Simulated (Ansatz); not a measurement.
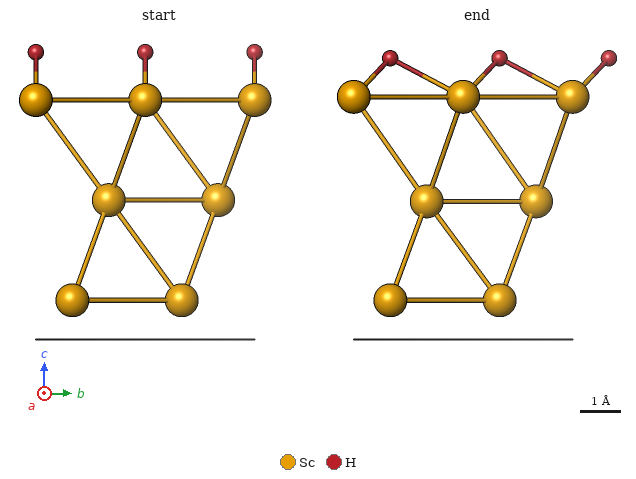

The structure of a slab of composition Sc3H (cut from the Fm-3m phase) before (left) and after (right) a constrained relaxation, at one scale.

Style: ball-and-stick. Shown: the 2 × 2 repeat of the cell, outlined in the plane, without the vacuum, along the a axis.

Case: H put at a bridge Sc-Sc site. The slab is the (1 1 1) face of Sc with H on it. 1 atoms are held fixed.

Method: Ansatz, DFT PBEsol, scalar-relativistic, plane waves, PAW. Settings: plane-wave cutoff 420 eV; k-point mesh 9 × 9 × 1; occupations gaussian; smearing width 0.1 eV; no spin polarisation; dipole correction; atoms relaxed in a fixed cell; force threshold 0.03 eV/Å; at most 70 steps.

What changed between the two?

The largest move is that of the H atom, 0.94 Å at 81° to the normal (−c side). By element the largest moves are H 0.94 Å, Sc 0.08 Å. The cell stays as it was. Near-neighbour distances that change, for instance: H–Sc 3.043 → 2.103 Å, Sc–Sc 3.155 → 3.248 Å, H–Sc 2.019 → 2.102 Å, Sc–Sc 3.158 → 3.133 Å. Among the angles between lasting bonds that change: Sc–H–Sc 105.7° → 99.9°. After 7 geometry steps the energy has fallen by 0.277 eV per cell of the calculation. The largest force component goes from 0.45 to 0.0044 eV/Å.

Limits of the set-up: the periodic images lie only 3.2 Å apart, so the values are limited by the cell's size.
